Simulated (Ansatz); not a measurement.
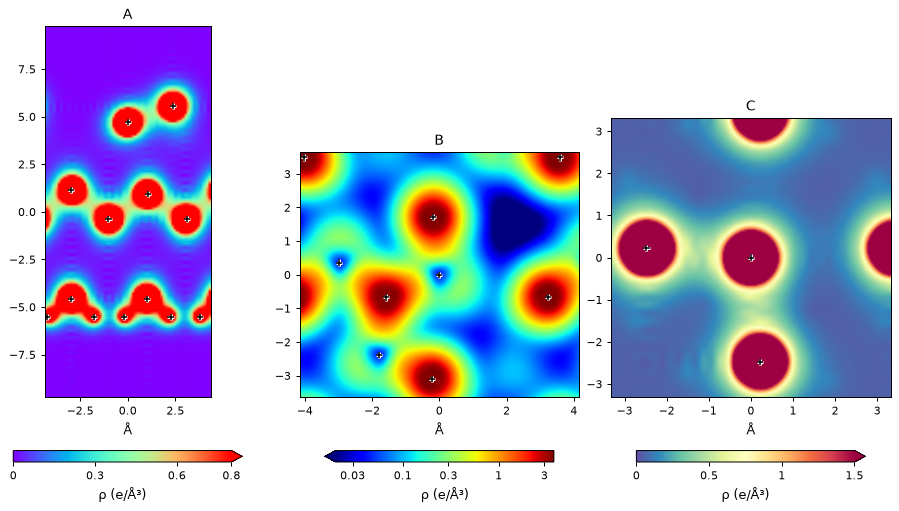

The valence pseudo-density of 3 systems, each on a plane through atoms (crosses mark nuclei in the plane).

All numbers below come from Ansatz, DFT r2SCAN, scalar-relativistic, plane waves, PAW.

System 1: Ge4H (slab), the (100) plane of the calculation cell, a cut from vacuum to vacuum. 

```yaml
crystal:
  lattice:
    - [8.02340, 0.00000, 0.00000]
    - [0.00000, 8.02340, 0.00000]
    - [0.00000, 0.00000, 25.93888]
  atoms:
    - { symbol: Ge, position: [0.00000, 0.07830, 0.71657] }
    - { symbol: Ge, position: [0.00000, 0.37649, 0.68488] }
    - { symbol: Ge, position: [0.50000, 0.12351, 0.68488] }
    - { symbol: Ge, position: [0.50000, 0.42170, 0.71657] }
    - { symbol: Ge, position: [0.23430, 0.01158, 0.65454] }
    - { symbol: Ge, position: [0.26570, 0.48842, 0.65454] }
    - { symbol: Ge, position: [0.76570, 0.01158, 0.65454] }
    - { symbol: Ge, position: [0.73430, 0.48842, 0.65454] }
    - { symbol: Ge, position: [0.25000, 0.25000, 0.59268] }
    - { symbol: Ge, position: [0.25000, 0.75000, 0.60333] }
    - { symbol: Ge, position: [0.75000, 0.25000, 0.59268] }
    - { symbol: Ge, position: [0.75000, 0.75000, 0.60333] }
    - { symbol: Ge, position: [0.00000, 0.24582, 0.53895] }
    - { symbol: Ge, position: [0.00000, 0.74617, 0.54705] }
    - { symbol: Ge, position: [0.50000, 0.25418, 0.53895] }
    - { symbol: Ge, position: [0.50000, 0.75383, 0.54705] }
    - { symbol: Ge, position: [0.00000, 0.99073, 0.48841] }
    - { symbol: Ge, position: [0.00000, 0.50282, 0.48845] }
    - { symbol: Ge, position: [0.50000, 0.99718, 0.48845] }
    - { symbol: Ge, position: [0.50000, 0.50927, 0.48841] }
    - { symbol: Ge, position: [0.25000, 0.99680, 0.43388] }
    - { symbol: Ge, position: [0.25000, 0.50320, 0.43388] }
    - { symbol: Ge, position: [0.75000, 0.99680, 0.43388] }
    - { symbol: Ge, position: [0.75000, 0.50320, 0.43388] }
    - { symbol: Ge, position: [0.25000, 0.25000, 0.37997] }
    - { symbol: Ge, position: [0.25000, 0.75000, 0.37871] }
    - { symbol: Ge, position: [0.75000, 0.25000, 0.37997] }
    - { symbol: Ge, position: [0.75000, 0.75000, 0.37871] }
    - { symbol: Ge, position: [0.00000, 0.25000, 0.32617] }
    - { symbol: Ge, position: [0.00000, 0.75000, 0.32617] }
    - { symbol: Ge, position: [0.50000, 0.25000, 0.32617] }
    - { symbol: Ge, position: [0.50000, 0.75000, 0.32617] }
    - { symbol: H, position: [0.00000, 0.40321, 0.28914] }
    - { symbol: H, position: [0.00000, 0.09679, 0.28914] }
    - { symbol: H, position: [0.00000, 0.90321, 0.28914] }
    - { symbol: H, position: [0.00000, 0.59679, 0.28914] }
    - { symbol: H, position: [0.50000, 0.40321, 0.28914] }
    - { symbol: H, position: [0.50000, 0.09679, 0.28914] }
    - { symbol: H, position: [0.50000, 0.90321, 0.28914] }
    - { symbol: H, position: [0.50000, 0.59679, 0.28914] }
```

System 2: Si3N4, the (001) plane of the conventional cell. Space group P6₃/m.

System 3: Ge, the (001) plane of the conventional cell. Space group P4₃2₁2; a generated structure, not necessarily the stable one.

```xyz
12
Lattice="5.9328 0.0000 0.0000 0.0000 5.9328 0.0000 0.0000 0.0000 6.9797" Properties=species:S:1:pos:R:3 pbc="T T T"
Ge    0.5345    0.5345    0.0000
Ge    2.4319    3.5010    5.2348
Ge    5.3983    5.3983    3.4899
Ge    3.5010    2.4319    1.7449
Ge    1.0202    2.2094    1.7910
Ge    0.7570    3.9866    0.0461
Ge    4.9126    3.7235    5.2808
Ge    5.1758    1.9462    3.5359
Ge    3.9866    0.7570    6.9336
Ge    3.7235    4.9126    1.6989
Ge    1.9462    5.1758    3.4438
Ge    2.2094    1.0202    5.1887
```

**Match each panel to its system.**

Panel A is system 1, Ge4H: the plane holds Ge and H. Ge–H (1.56 Å): ρ at the midpoint is about 1 e/Å³. Panel B is system 2, Si3N4: the plane holds Si and N. Si–N (1.73 Å): the density is about 1.1 e/Å³ at the midpoint. Panel C is system 3, Ge: the plane holds Ge. Ge–Ge (2.49 Å): ρ is about 0.46 e/Å³ halfway.
